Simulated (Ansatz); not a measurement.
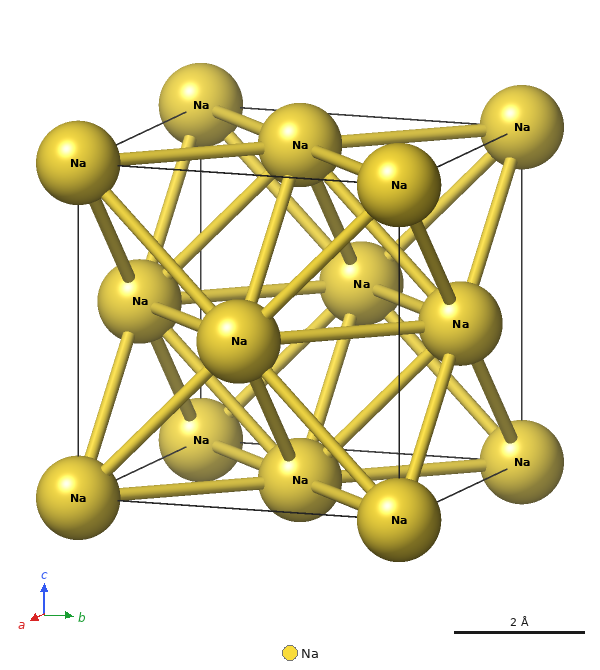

The starting point is crystalline Na (set up in I4/mmm). A ball-and-stick model of the conventional cell (2 times the calculation's cell), seen slightly off an axis. Lengths and directions refer to the drawn axes.

The calculation used DFT PBE, scalar-relativistic, plane waves, PAW (Ansatz). Set-up: plane-wave cutoff 420 eV; k-point mesh 12 × 12 × 8; occupations gaussian; smearing width 0.1 eV; no spin polarisation.

The variant: Biaxial strain in the a–b plane, −6.0 %, is applied. The c axis and the atoms are relaxed.

**What is the effect?**

The energy rises by 6.8 meV per atom. Pressure: 0.0 GPa before, 0.4 GPa after. The principal stresses (compression positive) are 0.0 GPa along c and 0.6 GPa across it. It is metallic before and after. Cell: a = b 5.304 → 4.986 Å (−6.0 %), c 5.258 → 5.702 Å (+8.5 %). Volume −4.2 %. The atoms keep their places relative to the cell (all moves are under 0.005 Å). Among the bonded contacts that change: Na–Na 3.751 → 3.526 Å, Na–Na 3.734 → 3.787 Å. The space group stays I4/mmm (No. 139).

The changed structure in the same view:

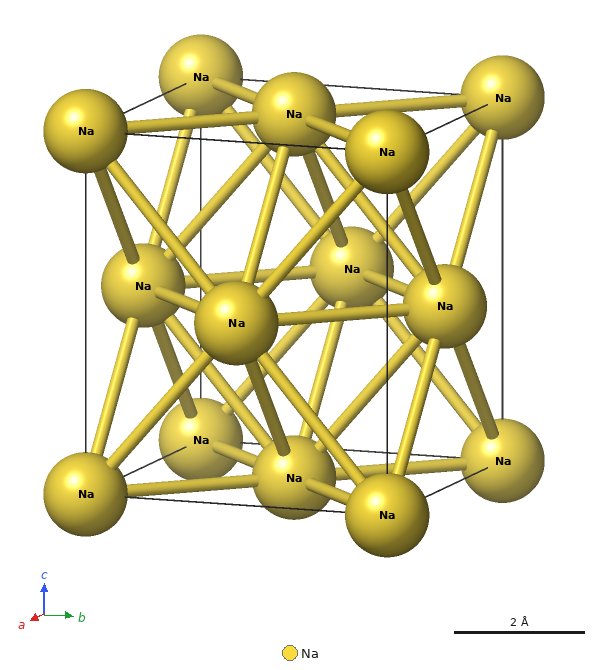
